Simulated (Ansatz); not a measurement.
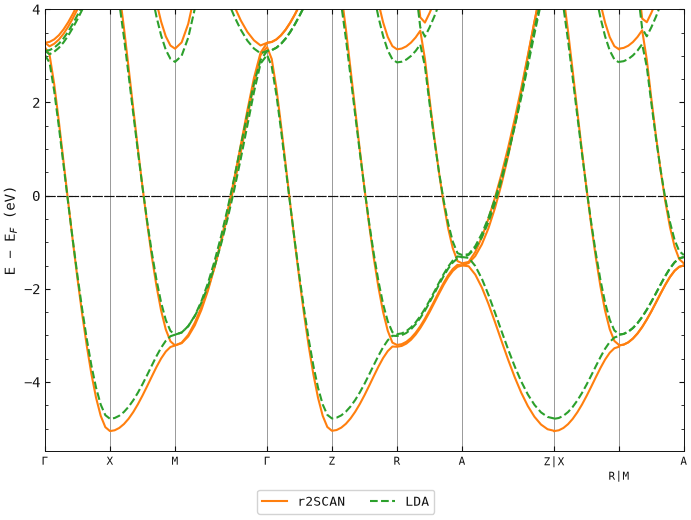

Band structures of Bi, space group P4/mmm (No. 123), 1 atom in the cell, by two methods on the same cell. Each is counted from its own Fermi level.

Question: What changes from one method to the other?

Answer: Both give a metal. The 3 bands that come within 1 eV of the Fermi level differ by 0.21 eV on average and by 0.37 eV at most (between X and M).

Settings. r2SCAN: DFT r2SCAN, scalar-relativistic, plane waves, PAW, no spin polarisation, 18×18×16 k mesh, 500 eV cutoff, Gaussian smearing of 0.1 eV (Ansatz 0.2.0). LDA: DFT LDA, scalar-relativistic, plane waves, PAW, no spin polarisation, 18×18×16 k mesh, 420 eV cutoff (Ansatz 0.2.0).

The structure is an invented one, so it need not be a known or stable phase. Spin-orbit coupling is left out, which matters for Bi.
